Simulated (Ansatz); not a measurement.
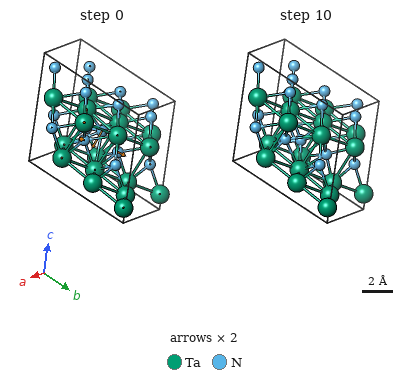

The structure of a defect cell of composition Ta$_{16}$N$_{17}$ before (left) and after (right) a relaxation, at one scale. The orange arrows give the displacements, 2 times their true length.

A ball-and-stick model of the cell of the calculation (origin shifted), seen slightly off an axis.

Case: N interstitial, charge +0, atoms relaxed at the host's cell.

Theory: Ansatz 0.2.0, DFT PBEsol, scalar-relativistic, plane waves, PAW. Set-up: plane-wave cutoff 420 eV; k-point mesh 5 × 5 × 5; occupations gaussian; smearing width 0.1 eV; no spin polarisation; atoms relaxed in a fixed cell; force threshold 0.025 eV/Å; at most 45 steps.

Summarise the run.

Answer. Over 9 accepted moves (10 points after the start) the energy falls by 4.314 eV per cell of the calculation. The largest force component goes from 6.5 to 0.018 eV/Å. 1 step only repeated the SCF at the same geometry. An N atom moves most: 0.70 Å roughly along [−1 −1 −3]. By element the largest moves are N 0.70 Å, Ta 0.15 Å. The cell doesn't change. Some distances before and after: N–Ta 2.804 → 2.182 Å, N–Ta 2.755 → 2.208 Å, N–Ta 1.717 → 2.206 Å, N–Ta 2.644 → 2.206 Å. Among the angles between lasting bonds that change: Ta–N–Ta 109.3° → 82.3°, Ta–N–Ta 105.3° → 82.8°, Ta–N–Ta 62.6° → 82.7°. Cost: 19 min on 4 threads of Intel(R) Xeon(R) Platinum 8559C (Emerald Rapids), with other jobs on the host, peak memory 3.8 GiB.

Limits of the set-up: the cell has an odd number of electrons but was run without spin polarisation; the periodic images lie only 7.6 Å apart, so the values are limited by the cell's size.
